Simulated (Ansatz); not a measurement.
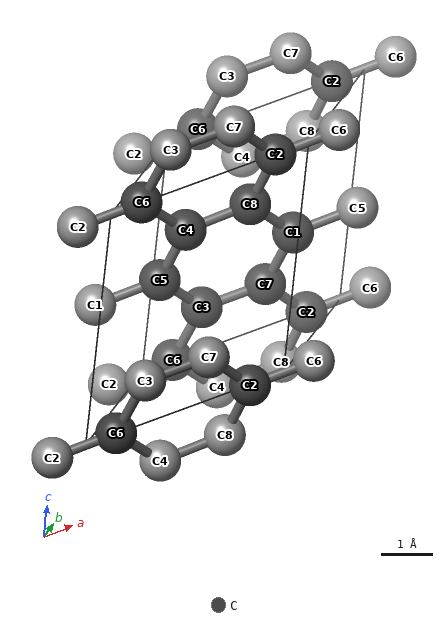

Fig. 1: The structure (ball-and-stick view of the cell of the calculation, seen slightly off an axis; neighbours outside the cell are drawn fainter; atoms are numbered from 1 in the order of the input). An atom can appear more than once, as a periodic image.

**C: a changed input and its effect**

System: C (P1, 8 atoms in the cell).
Method of run 1: DFT LDA, scalar-relativistic, plane waves, PAW, no spin polarisation (Ansatz 0.2.0).

The structure derives from an entry of the Crystallography Open Database. Text and figures count atoms from 1; the logs count them from 0 in places.

Input file, run 1:
```yaml
crystal:
  lattice:
    - [0.0, -4.2333014983, 0.0]
    - [-2.4455693354, -2.1166507492, -3.3597492418]
    - [2.4455693354, -2.1166507492, -3.3597492418]
  atoms:
    - { symbol: C, position: [0.8413944565, 0.5031075874, 0.4963441352] }
    - { symbol: C, position: [0.8316576364, -0.0005375409, -0.0028289209] }
    - { symbol: C, position: [0.3421416166, 0.7447521619, 0.2521650195] }
    - { symbol: C, position: [0.3386463079, 0.2492597043, 0.7460525611] }
    - { symbol: C, position: [0.1685076431, 0.4957280325, 0.5032980093] }
    - { symbol: C, position: [0.1536007007, 0.0002944707, 0.001748916] }
    - { symbol: C, position: [0.6613149955, 0.75260393, 0.2499250807] }
    - { symbol: C, position: [0.6627366433, 0.2547916541, 0.7532951991] }
basis:
  ecutwfc: 420
kpoints:
  mp_grid: { grid: [10, 10, 10] }
hamiltonian:
  xc: lda
scf:
  occupations: { method: gaussian, width: 0.03 }
output:
  forces: true
  stress: true
  eigenvalues: true
  write_density: true
  write_potential: true
  elf: true
  volumetric_format: npy
```

Launched with:
```bash
ansatz run input.yaml --threads 1 --pin off --max-ram 2560MiB --backend cpu --events-out ev --progress --plain --runs-dir out
```

Hardware: 1 thread of Arm Neoverse V2, 128 GiB of memory available, shared host.

Output, shortened to warnings, some set-up lines, iterations and results (run 1):
```
Basis set: ecut = 420 eV, 1353 PW (Γ)
Symmetry: 1 space group operations
k-points: 504 of 1000 (time reversal used)
Initial density: superposition of atomic densities (neutral atoms: chi_scale 0, normalization atom), corrected by the library's trained network
[...]
SCF iter   1: F=—  HF=-1943.608973 eV  |F-HF|=—  |Δ(HF+E_count)|=         —  Δρ=5.88e-3  dr2=8.26e-3  ethr=1.77e-3  ⟨swp⟩=6.5  Hψ=59317  notcnv=0  defer=46
SCF iter   2: F=—  HF=-1943.607936 eV  |F-HF|=—  |Δ(HF+E_count)|=   1.04e-3  Δρ=2.81e-3  dr2=1.86e-3  ethr=2.58e-5  ⟨swp⟩=2.2  Hψ=20898  notcnv=0  defer=688
SCF iter   3: F=—  HF=-1943.607592 eV  |F-HF|=—  |Δ(HF+E_count)|=   3.44e-4  Δρ=1.10e-4  dr2=7.95e-6  ethr=5.81e-6  ⟨swp⟩=1.5  Hψ=11707  notcnv=0  defer=688
SCF iter   4: F=—  HF=-1943.607591 eV  |F-HF|=—  |Δ(HF+E_count)|=   7.02e-7  Δρ=3.21e-5  dr2=3.61e-7  ethr=2.48e-8  ⟨swp⟩=2.0  Hψ=18606  notcnv=0  defer=688
SCF iter   5: F=-1943.607591 eV  HF=-1943.607591 eV  |F-HF|=4.71e-8  |Δ(HF+E_count)|=   5.68e-8  Δρ=1.09e-5  dr2=6.41e-8  ethr=1.13e-9  ⟨swp⟩=2.0  Hψ=18624  notcnv=0  …
SCF iter   6: F=-1943.607591 eV  HF=-1943.607591 eV  |F-HF|=8.55e-10  |Δ(HF+E_count)|=   2.78e-8  Δρ=2.19e-6  dr2=1.82e-9  ethr=2.00e-10  ⟨swp⟩=11.8  Hψ=87206  notcnv=0
SCF 1 converged in 6 iterations: F = -1943.607591 eV  dr2 = 1.82e-9
SCF converged after 6 iterations
Free energy (F): -1943.607591 eV
Harris-Foulkes:  -1943.607591 eV  (|F-HF|=8.55e-10)
Internal energy: -1943.607492 eV  (E = F + TS)
E sigma→0 (E₀):  -1943.607542 eV
Entropy (-TS):   -0.000099 eV (-0.012 meV/atom)
Fermi energy:    6.927177 eV
--- Per-component energies (eV) ---
  E_band       = -72.609958
  E_kinetic    = 732.632168
  E_local      = -1246.459366  (includes V_loc(G=0)·N_el)
  E_nonlocal   = 228.828218
  E_hartree    = 374.377555
  E_xc         = -381.444001
  E_vxc        = -474.291828  (∫ρ·V_xc dr)
  E_paw        = -735.755311  (= ΣΔE_a)
  E_vpaw       = -62.073285  (= ΣTr[D̂ρ^β])
  E_aug_tail   = 0.000079  (compensation charges beyond the density's cutoff)
  E_ewald      = -916.289495
  E_core_change = 0.502660  (= ΣΔE_core)
  E_smearing   = -0.000099  (= −TS)
  E_closure    = 0.000000  (closes the sum)
  Σ components = -1943.607591   (vs F -1943.607591, Δ=0.00e0)
--- Forces (eV/Å), atoms counted from 1 ---
  atom   1  C      0.82123377     2.12324793    -0.24040960
  atom   2  C      0.07020612     0.62710991    -0.41015097
  atom   3  C     -0.96471117     3.21284775    -0.24541961
  atom   4  C      1.48649548     1.35153111    -0.45634400
  atom   5  C     -1.20117931    -1.06873785     0.13827710
  atom   6  C      0.17574057    -3.63684639     0.34705582
  atom   7  C      0.43053918    -2.04708908     0.28233605
  atom   8  C     -0.81832306    -0.56206315     0.58465287
  max |Σ_I F_I| component: 2.35e-6 eV/Å
--- Stress (GPa, compression-positive) ---
       -2.458868      -0.838684       0.068298
       -0.838684       5.177084       0.244922
        0.068298       0.244922      -0.055344
  P = ⅓ Tr σ = 0.8876 GPa (8.876 kbar)
```

The input of run 2 differs as follows (lines with − go, lines with + come):
```diff
-    - [0.0, -4.2333014983, 0.0]
-    - [-2.4455693354, -2.1166507492, -3.3597492418]
-    - [2.4455693354, -2.1166507492, -3.3597492418]
+    - [0.0046566924, -4.2366723464, 0.0250838805]
+    - [-2.4417666915, -2.0957382524, -3.350609415]
+    - [2.4189559966, -2.101118575, -3.3306158396]
-    - { symbol: C, position: [0.8413944565, 0.5031075874, 0.4963441352] }
-    - { symbol: C, position: [0.8316576364, -0.0005375409, -0.0028289209] }
-    - { symbol: C, position: [0.3421416166, 0.7447521619, 0.2521650195] }
-    - { symbol: C, position: [0.3386463079, 0.2492597043, 0.7460525611] }
-    - { symbol: C, position: [0.1685076431, 0.4957280325, 0.5032980093] }
-    - { symbol: C, position: [0.1536007007, 0.0002944707, 0.001748916] }
-    - { symbol: C, position: [0.6613149955, 0.75260393, 0.2499250807] }
-    - { symbol: C, position: [0.6627366433, 0.2547916541, 0.7532951991] }
+    - { symbol: C, position: [0.8412519485, 0.5090139115, 0.4884957458] }
+    - { symbol: C, position: [0.8339458741, -0.0003304809, -0.0051792981] }
+    - { symbol: C, position: [0.3345250041, 0.7541632218, 0.2429793562] }
+    - { symbol: C, position: [0.3257600124, 0.2451177604, 0.7579111594] }
+    - { symbol: C, position: [0.1732622815, 0.4899370947, 0.5077136729] }
+    - { symbol: C, position: [0.1659602989, 0.0057035456, -0.0002028047] }
+    - { symbol: C, position: [0.6665486848, 0.7569418641, 0.2506312348] }
+    - { symbol: C, position: [0.6587458956, 0.2394530828, 0.7576509337] }
-  write_density: true
-  write_potential: true
-  elf: true
-  volumetric_format: npy
```

Predict how the results change.

With the same functional and potentials, run 2 lies 28.9 meV per atom higher. The pressure goes from 0.89 to 4.23 GPa. The largest force goes from 3.658 to 4.115 eV/Å. The volume per atom goes from 8.70 to 8.63 Å³. The number of SCF iterations is the same.

Output, shortened to warnings, some set-up lines, iterations and results (run 2):
```
Basis set: ecut = 420 eV, 1353 PW (Γ)
Symmetry: 1 space group operations
k-points: 504 of 1000 (time reversal used)
Initial density: superposition of atomic densities (neutral atoms: chi_scale 0, normalization atom), corrected by the library's trained network
[...]
SCF iter   1: F=—  HF=-1943.378560 eV  |F-HF|=—  |Δ(HF+E_count)|=         —  Δρ=6.03e-3  dr2=1.03e-2  ethr=1.77e-3  ⟨swp⟩=6.5  Hψ=59462  notcnv=0  defer=80
SCF iter   2: F=—  HF=-1943.376940 eV  |F-HF|=—  |Δ(HF+E_count)|=   1.62e-3  Δρ=2.83e-3  dr2=1.97e-3  ethr=3.22e-5  ⟨swp⟩=2.4  Hψ=22062  notcnv=0  defer=916
SCF iter   3: F=—  HF=-1943.376573 eV  |F-HF|=—  |Δ(HF+E_count)|=   3.67e-4  Δρ=2.07e-4  dr2=1.93e-5  ethr=6.14e-6  ⟨swp⟩=1.3  Hψ=11565  notcnv=0  defer=471
SCF iter   4: F=—  HF=-1943.376574 eV  |F-HF|=—  |Δ(HF+E_count)|=   1.11e-6  Δρ=3.84e-5  dr2=5.06e-7  ethr=6.04e-8  ⟨swp⟩=2.0  Hψ=18442  notcnv=0  defer=471
SCF iter   5: F=-1943.376574 eV  HF=-1943.376574 eV  |F-HF|=2.23e-8  |Δ(HF+E_count)|=   1.23e-7  Δρ=7.77e-6  dr2=3.63e-8  ethr=1.58e-9  ⟨swp⟩=2.5  Hψ=20706  notcnv=0  …
SCF iter   6: F=-1943.376574 eV  HF=-1943.376574 eV  |F-HF|=1.67e-10  |Δ(HF+E_count)|=   8.99e-9  Δρ=1.67e-6  dr2=8.39e-10  ethr=1.13e-10  ⟨swp⟩=6.9  Hψ=51662  notcnv=0
SCF 1 converged in 6 iterations: F = -1943.376574 eV  dr2 = 8.39e-10
SCF converged after 6 iterations
Free energy (F): -1943.376574 eV
Harris-Foulkes:  -1943.376574 eV  (|F-HF|=1.67e-10)
Internal energy: -1943.376539 eV  (E = F + TS)
E sigma→0 (E₀):  -1943.376556 eV
Entropy (-TS):   -0.000036 eV (-0.004 meV/atom)
Fermi energy:    7.020271 eV
--- Per-component energies (eV) ---
  E_band       = -71.040191
  E_kinetic    = 735.055771
  E_local      = -1249.293167  (includes V_loc(G=0)·N_el)
  E_nonlocal   = 229.605267
  E_hartree    = 375.532538
  E_xc         = -382.053134
  E_vxc        = -475.075882  (∫ρ·V_xc dr)
  E_paw        = -736.037895  (= ΣΔE_a)
  E_vpaw       = -62.397314  (= ΣTr[D̂ρ^β])
  E_aug_tail   = 0.000079  (compensation charges beyond the density's cutoff)
  E_ewald      = -916.688657
  E_core_change = 0.502660  (= ΣΔE_core)
  E_smearing   = -0.000036  (= −TS)
  E_closure    = 0.000000  (closes the sum)
  Σ components = -1943.376574   (vs F -1943.376574, Δ=0.00e0)
--- Forces (eV/Å), atoms counted from 1 ---
  atom   1  C      3.87541545     1.37601737    -0.14336638
  atom   2  C      0.28271255    -0.75416979    -0.48228270
  atom   3  C      2.23594946    -0.73867856    -0.36381592
  atom   4  C     -1.16191985    -2.00260479     0.12707746
  atom   5  C     -3.61354221     1.22124253    -0.03883215
  atom   6  C      1.99328308     2.03508896     0.38324786
  atom   7  C     -0.10126364     0.85814215     0.55183877
  atom   8  C     -3.51063610    -1.99503863    -0.03386432
  max |Σ_I F_I| component: 2.63e-6 eV/Å
--- Stress (GPa, compression-positive) ---
       11.386005      -0.780103      -0.062245
       -0.780103       1.319239      -0.204012
       -0.062245      -0.204012      -0.010810
  P = ⅓ Tr σ = 4.2315 GPa (42.315 kbar)
```

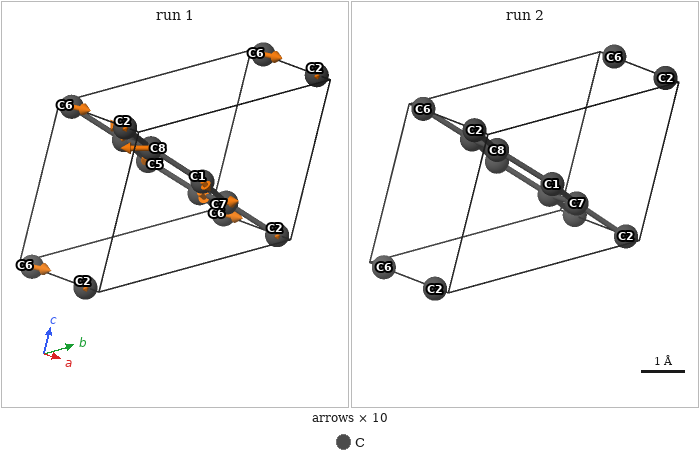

Fig. 2: The two input geometries at one scale (ball-and-stick view of the cell of the calculation, seen slightly off an axis). The orange arrows on the first give the shifts of the atoms relative to the cell, with their mean removed, magnified 10 times. The atom that moves furthest relative to the cell is a C atom (0.072 Å). (The mean shift of all atoms is removed.) Cell: a 4.233 → 4.237 Å (+0.1 %), b 4.664 → 4.646 Å (−0.4 %), c 4.664 → 4.622 Å (−0.9 %), β 63.0° → 63.2°, γ 63.0° → 63.5°. Volume −0.7 %. Among the contacts that change: C–C 1.454 → 1.348 Å, C–C 1.440 → 1.520 Å, C–C 1.467 → 1.392 Å, C–C 1.363 → 1.429 Å.

The two runs side by side:

| quantity | run 1 | run 2 |
| --- | --- | --- |
| outcome | converged | converged |
| free energy per atom (eV) | −242.9509 | −242.9221 |
| gap on the mesh (eV) | 0.00 | 0.00 |
| pressure (GPa) | 0.89 | 4.23 |
| volume per atom (Å³) | 8.70 | 8.63 |
| largest force (eV/Å) | 3.658 | 4.115 |
| SCF iterations | 6 | 6 |
| irreducible k-points | 504 | 504 |
| plane waves at Γ | 1353 | 1353 |
| wall time (shared host) | 99 s | 70 s |
